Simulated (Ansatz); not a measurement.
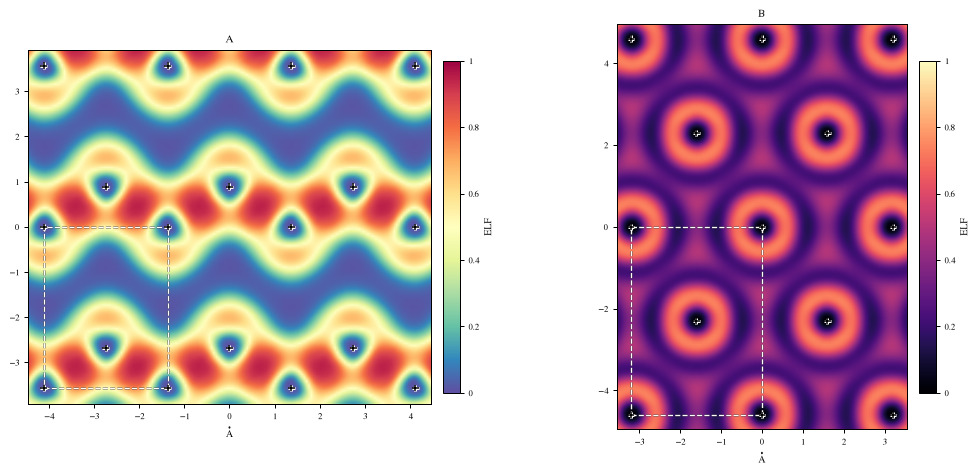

The electron localisation function of 2 systems, each on a plane through atoms (crosses mark nuclei in the plane).

The calculation used DFT PBE, scalar-relativistic, plane waves, PAW (Ansatz 0.2.0).

System 1: Ta, the (011) plane of the conventional cell. Space group I4/mmm; changed on purpose from its base cell (strain -0.0300 x Voigt [1, 1, 0, 0, 0, 0], atoms carried along); computed pressure about 17 GPa in this cell; computed without spin polarisation.

System 2: C, the (100) plane of the conventional cell. Space group I4₁/amd; changed on purpose from its base cell (strain +0.0875 x Voigt [1, 1, 0, 0, 0, 0], atoms carried along); computed pressure about −52 GPa in this cell.

```
C
1.0
     1.93945   -1.93945    0.00000
     1.93945    1.93945    0.00000
     0.00000    0.00000    3.56680
C
4
Direct
  0.50000 0.50000 0.00000
  0.00000 0.00000 0.50000
  0.50000 0.00000 0.25000
  0.00000 0.50000 0.75000
```

> Match each panel to its system.

Panel A is system 2, C: the plane holds C. C–C (1.64 Å): the ELF peaks at about 0.95 between the atoms, as expected for a shared electron pair. Panel B is system 1, Ta: the plane holds Ta. Ta–Ta (2.80 Å): the ELF is about 0.30 at the midpoint: no shared electron pair shows on this line.
